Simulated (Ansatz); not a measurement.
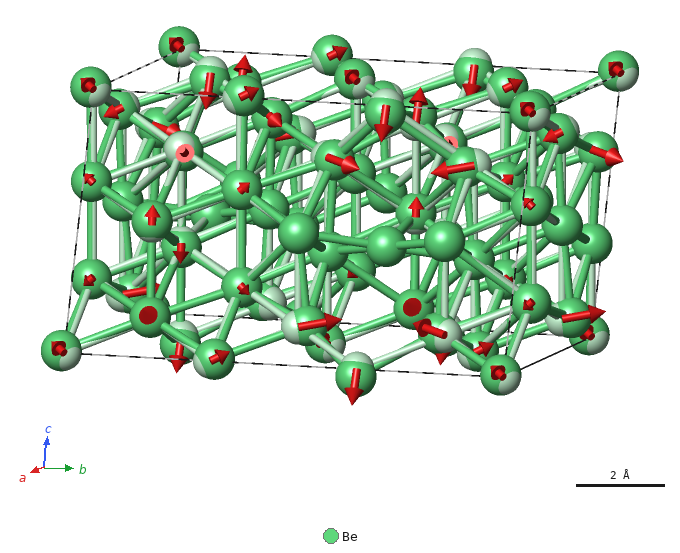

A relaxation of a defect cell of composition Be (started half-way along a vacancy jump, in the symmetry of that start). The starting structure is drawn faded, the final one solid; red arrows show the displacements, 5 times their true length.

A ball-and-stick model of the conventional cell (2 times the calculation's cell), seen slightly off an axis. Lengths and directions refer to the drawn axes.

All numbers below come from DFT PBEsol, scalar-relativistic, plane waves, PAW in Ansatz.

The input:
```yaml
crystal:
  lattice:
    - [-4.9856521339, 2.492826067, -2.492826067]
    - [-2.492826067, -2.492826067, -4.9856521339]
    - [-4.9856521339, -2.492826067, 2.492826067]
  atoms:
    - { symbol: Be, position: [0.8541666667, 0.6666666667, 0.4375] }
    - { symbol: Be, position: [0.4166666667, 0.6666666667, 0.75] }
    - { symbol: Be, position: [0.5416666667, 0.6666666667, 0.375] }
    - { symbol: Be, position: [0.6666666667, 0.6666666667, 0.0] }
    - { symbol: Be, position: [0.0416666667, 0.6666666667, 0.875] }
    - { symbol: Be, position: [0.1666666667, 0.6666666667, 0.5] }
    - { symbol: Be, position: [0.2916666667, 0.6666666667, 0.125] }
    - { symbol: Be, position: [0.7083333333, 0.3333333333, 0.875] }
    - { symbol: Be, position: [0.8333333333, 0.3333333333, 0.5] }
    - { symbol: Be, position: [0.9583333333, 0.3333333333, 0.125] }
    - { symbol: Be, position: [0.4583333333, 0.3333333333, 0.625] }
    - { symbol: Be, position: [0.5833333333, 0.3333333333, 0.25] }
    - { symbol: Be, position: [0.0833333333, 0.3333333333, 0.75] }
    - { symbol: Be, position: [0.2083333333, 0.3333333333, 0.375] }
    - { symbol: Be, position: [0.3333333333, 0.3333333333, 0.0] }
    - { symbol: Be, position: [0.75, 0.0, 0.75] }
    - { symbol: Be, position: [0.875, 0.0, 0.375] }
    - { symbol: Be, position: [0.375, 0.0, 0.875] }
    - { symbol: Be, position: [0.5, 0.0, 0.5] }
    - { symbol: Be, position: [0.625, 0.0, 0.125] }
    - { symbol: Be, position: [0.125, 0.0, 0.625] }
    - { symbol: Be, position: [0.25, 0.0, 0.25] }
    - { symbol: Be, position: [0.0, 0.0, 0.0] }
basis:
  ecutwfc: 420
kpoints:
  mp_grid: { grid: [6, 6, 4] }
hamiltonian:
  xc: pbesol
scf:
  occupations: { method: gaussian, width: 0.1 }
output:
  forces: true
  stress: true
  eigenvalues: true
  write_density: true
  write_potential: true
  elf: true
  volumetric_format: npy
relax:
  adjacent_minimum: "off"
  f_tol: 0.02
  max_steps: 60
  escape_saddle: false
```

Run as
```bash
ansatz run input.yaml --threads 4 --pin off --max-ram 9216MiB --backend cpu --events-out ev --progress --plain --runs-dir out
```

**What did the optimiser do to the structure, and how much energy did it gain?**

Over 4 geometry steps the energy falls by 0.538 eV per cell of the calculation. Largest force component: 0.56 eV/Å at the start, 0.0025 eV/Å at the end. The largest moves, 0.20 Å, are those of Be10, Be13, Be16 and Be20. Be13 goes along [2 −3 −1]. The lattice vectors keep their values. Some distances before and after: Be2–Be4 2.493 → 2.283 Å, Be4–Be13 2.493 → 2.287 Å, Be3–Be10 2.493 → 2.335 Å, Be2–Be5 2.159 → 2.286 Å.

Limits of the set-up: the periodic images lie only 6.1 Å apart, so the values are limited by the cell's size.
